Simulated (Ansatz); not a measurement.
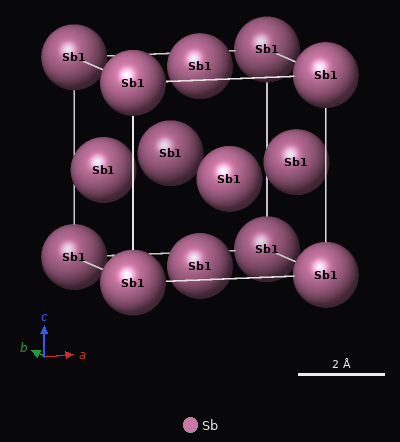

Fig. 1: The input geometry (spheres-only view of the cell 4 times as large as that of the calculation, set on its symmetry axes, seen slightly off an axis; atoms are numbered from 1 in the order of the input). An atom can appear more than once, as a periodic image.

**Band-structure calculation, with input and output: Sb**

- system: Sb (Fm-3m, 1 atom in the cell)
- method: DFT, LDA, PAW with Ansatz's default frozen-core files, scalar-relativistic, no spin polarisation (Ansatz 0.2.0)

It belongs to a series of runs on one base structure; here: volume scaled by 1, PAW files. Figures and captions count atoms from 1; the log counts them from 0 in places.

Input file:
```yaml
crystal:
  lattice:
    - [0.0, 2.3439587857, 2.3439587857]
    - [2.3439587857, 0.0, 2.3439587857]
    - [2.3439587857, 2.3439587857, 0.0]
  atoms:
    - { symbol: Sb, position: [0.0, 0.0, 0.0] }
kpoints:
  mp_grid: { grid: [15, 15, 15] }
  band_path:
    path:
      - [0.0, 0.0, 0.0]
      - [0.5, 0.0, 0.5]
      - [0.625, 0.25, 0.625]
      - [0.375, 0.375, 0.75]
      - [0.0, 0.0, 0.0]
      - [0.5, 0.5, 0.5]
      - [0.5, 0.25, 0.75]
      - [0.5, 0.0, 0.5]
    npoints: 8
scf:
  occupations: { method: fermi_dirac, width: 0.1 }
hamiltonian:
  xc: lda
  pseudopotentials: { kind: paw }
output:
  forces: true
  stress: true
  eigenvalues: true
  populations: true
  dos: { projected: true, de: 0.2, e_range: [-14, 8] }
```

Machine: 1 thread of Arm Neoverse V1, 24 GiB of memory available, shared host.

Run as:
```bash
ansatz run input.yaml --threads 1 --pin off --max-ram 2048MiB --backend cpu --events-out ev --progress --plain --runs-dir out
```

Log:
```
Engine: ansatz 0.2.0, aarch64-unknown-linux-gnu
Pseudopotentials: kind: paw
Pseudopotential: Sb, paw, valence charge 15, recommended cutoff 420 eV (normal), Sb.paw.azcp
Functional definition: SPW92
  exchange = slater_x
  correlation = pw_c
Crystal: 1 atoms, lattice volume = 25.756 Å³
Basis set: ecut = 420 eV, 531 PW (Γ)
Bands: 12, of which v1, the nominal top of the filled ones, is band 8 counted from 1 (7 counted from 0)
Symmetry: 48 space group operations
Space group: Fm-3m (ITA 225), of the structure as read, at distance tolerance 3.0e-5 Å
k-points: 120 of 3375
Non-local potential: Sb, projectors of the file, l = 0: 2, l = 1: 2, l = 2: 2, l = 3: 2
PAW form: soft (Blöchl's): semilocal exchange-correlation on the pseudo side does not see the compensation charge
PAW frozen core: Sb, regenerated for the run's functional, and the local potential with it (the file was generated under x = pbe(κ = 0.804, μ = 0.2195149727645171), c = pbe(β = 0.06672455060314922))
PAW one-centre angular grid: Sb, 590 points (default); XC on 64 Gauss nodes
Initial density: superposition of atomic densities (neutral atoms: chi_scale 0, normalization atom), corrected by the library's trained network
Initial wavefunctions: pseudopotential atomic-orbital guess
Functional: x = slater, c = lda
SCF iter   1: F=—  HF=-6335.547804 eV  |F-HF|=—  |Δ(HF+E_count)|=         —  Δρ=6.90e-3  dr2=4.75e-3  ethr=1.77e-3  ⟨swp⟩=5.1  Hψ=8388  notcnv=0
preconditioner: auto → none  [metal: Δε(μ)=0.026 eV  Ē_g=12.903 eV  σ=0.100 eV  W_gap=0.06  n_scr=8 (ndim 8)  ℏωp=16.4 eV  f_vac=0.000  D(μ)=0.61/eV (n_scr^D=0)  sad-step TF]
SCF iter   2: F=—  HF=-6335.545680 eV  |F-HF|=—  |Δ(HF+E_count)|=   2.12e-3  Δρ=3.81e-3  dr2=1.50e-3  ethr=3.17e-5  ⟨swp⟩=1.6  Hψ=2496  notcnv=0
SCF iter   3: F=—  HF=-6335.545092 eV  |F-HF|=—  |Δ(HF+E_count)|=   5.88e-4  Δρ=5.05e-4  dr2=6.49e-5  ethr=9.98e-6  ⟨swp⟩=2.0  Hψ=2007  notcnv=0
SCF iter   4: F=—  HF=-6335.545086 eV  |F-HF|=—  |Δ(HF+E_count)|=   6.09e-6  Δρ=4.67e-4  dr2=4.98e-5  ethr=4.32e-7  ⟨swp⟩=2.0  Hψ=2299  notcnv=0
SCF iter   5: F=—  HF=-6335.545057 eV  |F-HF|=—  |Δ(HF+E_count)|=   2.93e-5  Δρ=1.90e-4  dr2=8.41e-6  ethr=3.32e-7  ⟨swp⟩=2.9  Hψ=2535  notcnv=0
SCF iter   6: F=—  HF=-6335.545051 eV  |F-HF|=—  |Δ(HF+E_count)|=   5.75e-6  Δρ=3.19e-5  dr2=2.39e-7  ethr=5.61e-8  ⟨swp⟩=2.0  Hψ=2293  notcnv=0
SCF iter   7: F=-6335.545051 eV  HF=-6335.545051 eV  |F-HF|=2.00e-9  |Δ(HF+E_count)|=   1.71e-7  Δρ=2.43e-6  dr2=1.44e-9  ethr=6.67e-10  ⟨swp⟩=6.0  Hψ=6706  notcnv=0
SCF 1 converged in 7 iterations: F = -6335.545051 eV  dr2 = 1.44e-9
  greatest PAW one-centre occupation: 0.998 electrons in one spin orbital (limit 2), on the Sb atom at site 0 (counted from 0), in its partial waves of l = 2
```

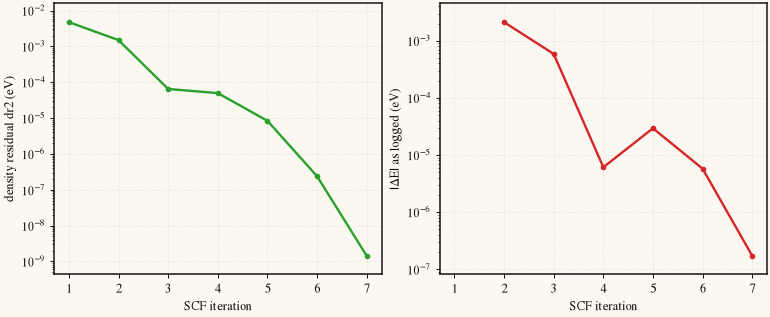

Fig. 2: Convergence of the self-consistent field: density residual dr2 and size of the energy change against the SCF iteration. The residual falls at every step.

```
NSCF: frozen V_eff on 57 k-points
SCF converged after 7 iterations
Free energy (F): -6335.545051 eV
Harris-Foulkes:  -6335.545051 eV  (|F-HF|=2.00e-9)
Internal energy: -6335.524589 eV  (E = F + TS)
E sigma→0 (E₀):  -6335.534820 eV
Entropy (-TS):   -0.020462 eV (-20.462 meV/atom)
Fermi energy:    12.108456 eV
--- Per-component energies (eV) ---
  E_band       = -137.781680
  E_kinetic    = 208.757018
  E_local      = -1403.469362  (includes V_loc(G=0)·N_el)
  E_nonlocal   = 365.647723
  E_hartree    = 641.428722
  E_xc         = -138.495134
  E_vxc        = -98.102224  (∫ρ·V_xc dr)
  E_paw        = -4425.604191  (= ΣΔE_a)
  E_vpaw       = -493.474225  (= ΣTr[D̂ρ^β])
  E_aug_tail   = -0.000002  (compensation charges beyond the density's cutoff)
  E_ewald      = -1584.348186
  E_core_change = 0.558824  (= ΣΔE_core)
  E_smearing   = -0.020462  (= −TS)
  E_closure    = 0.000000  (closes the sum)
  Σ components = -6335.545051   (vs F -6335.545051, Δ=0.00e0)
--- Forces (eV/Å), atoms counted from 1 ---
  atom   1  Sb    -0.00000000    -0.00000000    -0.00000000
  max |Σ_I F_I| component: 8.55e-31 eV/Å
--- Stress (GPa, compression-positive) ---
       -0.010306       0.000000       0.000000
        0.000000      -0.010306      -0.000000
        0.000000       0.000000      -0.010306
  P = ⅓ Tr σ = -0.0103 GPa (-0.103 kbar)
--- Band table (eV; the first three rows and the last of 120) ---
  k-point 0: bands = ["-17.1283", "-17.1283", "-17.1283", "-17.0824", "-17.0824", "-1.2359", "17.6231", "17.6231", "17.6231", "22.3689", "22.8600", "22.8600"]
  k-point 1: bands = ["-17.1278", "-17.1261", "-17.1261", "-17.0824", "-17.0824", "-1.1444", "16.7410", "17.5008", "17.5008", "21.5915", "23.0766", "23.0766"]
  k-point 2: bands = ["-17.1264", "-17.1207", "-17.1207", "-17.0812", "-17.0812", "-0.8705", "14.8691", "17.1964", "17.1964", "21.1092", "23.5730", "23.5730"]
  k-point 119: bands = ["-17.1165", "-17.1028", "-17.0920", "-17.0617", "-17.0241", "4.6173", "8.5878", "8.8869", "10.7871", "21.2698", "23.1670", "24.0619"]
--- Löwdin populations: 1 site ---
  site symbol       q [e]
     0     Sb     14.9372
  spilling = 0.004190 (of n_electrons = 15.000000)
```

File dos.tsv:
```
# E-E_F[eV]	g_bin_mean(E)[states/eV]	N(E)
# format = ansatz-dos/2
# fermi_ev = 12.108456
# fermi_mp_grid = 15 15 15
# fermi_mp_shift = 0 0 0
# tetrahedron_fermi_ev = 12.113962
# g_bin_mean(E): the states in a bin one row spacing wide, centred on E, divided by that spacing. States that the method places at a single energy (under output.dos.method: tetrahedron, those of a tetrahedron whose four corners have one energy) are counted whole in the row whose bin holds that energy (on the edge of two bins, in the lower row). The sum of g_bin_mean over a run of rows, times the row spacing, is the number of states from half a spacing under the first of them to half a spacing over the last (a plain sum, not the trapezoid rule).
-14.000000	0.000000e0	1.000000e1
-13.800000	0.000000e0	1.000000e1
-13.600000	0.000000e0	1.000000e1
-13.400000	1.014967e-3	1.000000e1
-13.200000	5.620529e-2	1.000454e1
-13.000000	9.796074e-2	1.002066e1
-12.800000	1.268826e-1	1.004301e1
-12.600000	1.481891e-1	1.007074e1
-12.400000	1.705747e-1	1.010253e1
-12.200000	1.878974e-1	1.013855e1
-12.000000	2.051661e-1	1.017780e1
-11.800000	2.234754e-1	1.022073e1
-11.600000	2.381380e-1	1.026691e1
-11.400000	2.541381e-1	1.031610e1
-11.200000	2.711492e-1	1.036861e1
-11.000000	2.867687e-1	1.042444e1
-10.800000	3.030316e-1	1.048338e1
-10.600000	3.211319e-1	1.054576e1
-10.400000	3.405611e-1	1.061190e1
-10.200000	3.620725e-1	1.068208e1
-10.000000	3.875425e-1	1.075692e1
-9.800000	4.200851e-1	1.083746e1
-9.600000	4.672591e-1	1.092548e1
-9.400000	5.646669e-1	1.102784e1
-9.200000	5.734750e-1	1.114553e1
-9.000000	5.413494e-1	1.125604e1
-8.800000	5.316110e-1	1.136262e1
-8.600000	5.126729e-1	1.146819e1
-8.400000	4.927840e-1	1.156814e1
-8.200000	4.903637e-1	1.166605e1
-8.000000	4.976236e-1	1.176486e1
-7.800000	5.736417e-1	1.186726e1
-7.600000	3.458236e-1	1.197702e1
-7.400000	6.744136e-3	1.200000e1
-7.200000	0.000000e0	1.200000e1
-7.000000	0.000000e0	1.200000e1
-6.800000	0.000000e0	1.200000e1
-6.600000	0.000000e0	1.200000e1
-6.400000	0.000000e0	1.200000e1
-6.200000	0.000000e0	1.200000e1
-6.000000	2.846705e-2	1.200000e1
-5.800000	1.036938e-1	1.201381e1
-5.600000	1.726847e-1	1.204311e1
-5.400000	2.024899e-1	1.208006e1
-5.200000	2.542838e-1	1.212543e1
-5.000000	3.231748e-1	1.218252e1
-4.800000	4.236299e-1	1.225641e1
-4.600000	5.177765e-1	1.235128e1
-4.400000	6.900937e-1	1.246648e1
-4.200000	8.461735e-1	1.262908e1
-4.000000	7.903152e-1	1.279294e1
-3.800000	7.086185e-1	1.294401e1
-3.600000	5.227160e-1	1.307105e1
-3.400000	3.916440e-1	1.315559e1
-3.200000	4.071441e-1	1.323393e1
-3.000000	4.859547e-1	1.332345e1
-2.800000	5.294965e-1	1.342664e1
-2.600000	5.248521e-1	1.353186e1
-2.400000	5.224576e-1	1.363751e1
-2.200000	5.210952e-1	1.374089e1
-2.000000	5.210763e-1	1.384581e1
-1.800000	5.106140e-1	1.394876e1
-1.600000	5.084097e-1	1.405070e1
-1.400000	5.325353e-1	1.415168e1
-1.200000	5.506486e-1	1.426221e1
-1.000000	5.617971e-1	1.437356e1
-0.800000	5.931850e-1	1.448988e1
-0.600000	6.062173e-1	1.460905e1
-0.400000	6.280086e-1	1.473289e1
-0.200000	6.531909e-1	1.486035e1
0.000000	7.014644e-1	1.499621e1
0.200000	7.612393e-1	1.514189e1
0.400000	8.220652e-1	1.530130e1
0.600000	8.096689e-1	1.546580e1
0.800000	7.810314e-1	1.562414e1
1.000000	7.592983e-1	1.577805e1
1.200000	7.296531e-1	1.592703e1
1.400000	7.156271e-1	1.607084e1
1.600000	7.150037e-1	1.621427e1
1.800000	6.969022e-1	1.635578e1
2.000000	6.703034e-1	1.649257e1
2.200000	6.515969e-1	1.662444e1
2.400000	6.460604e-1	1.675397e1
2.600000	6.292277e-1	1.688190e1
2.800000	6.047004e-1	1.700539e1
3.000000	5.949391e-1	1.712453e1
3.200000	5.931529e-1	1.724401e1
3.400000	5.706871e-1	1.736042e1
3.600000	5.434753e-1	1.747269e1
3.800000	4.450989e-1	1.757310e1
4.000000	3.674159e-1	1.765284e1
4.200000	3.201842e-1	1.772116e1
4.400000	3.016768e-1	1.778250e1
4.600000	3.175560e-1	1.784389e1
4.800000	3.317910e-1	1.790858e1
5.000000	3.734030e-1	1.797835e1
5.200000	4.058820e-1	1.805752e1
5.400000	3.780330e-1	1.813899e1
5.600000	3.361505e-1	1.820676e1
5.800000	3.751999e-1	1.827762e1
6.000000	3.936770e-1	1.835503e1
6.200000	4.278675e-1	1.843667e1
6.400000	4.728829e-1	1.852654e1
6.600000	5.177345e-1	1.862593e1
6.800000	5.523339e-1	1.873278e1
7.000000	6.016985e-1	1.884792e1
7.200000	6.623743e-1	1.897391e1
7.400000	7.741477e-1	1.911559e1
7.600000	8.608167e-1	1.928186e1
7.800000	9.111195e-1	1.945827e1
8.000000	9.087835e-1	1.964595e1
```

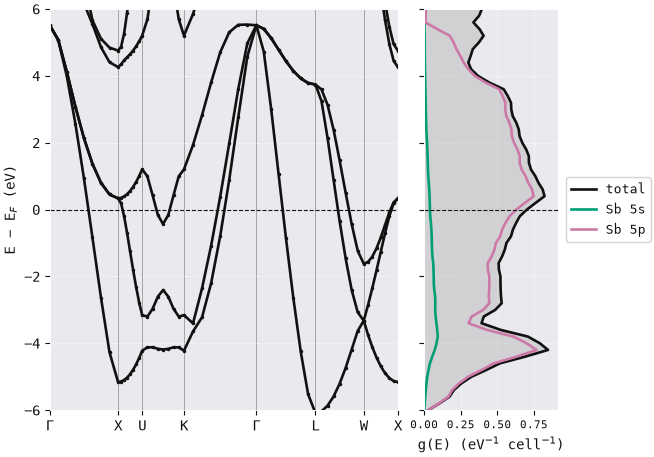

Fig. 3: Band structure along Γ–X–U–K–Γ–L–W–X and density of states (projected on Löwdin-orthogonalised atomic shells), with energies from the Fermi level. Bands cross the Fermi level: a metal at this level of theory.

Results in brief:

| quantity | value |
| --- | --- |
| outcome | converged |
| space group (tolerance 0.01 Å) | Fm-3m (225) |
| electrons treated | 15 |
| free energy | −6335.5451 eV |
| Fermi energy | 12.108 eV |
| pressure | −0.01 GPa |
| electronic character | metal |
| largest force (length of the vector) | under 0.001 eV/Å |
| wall time | 4 s |
| peak memory | 0.28 GiB |
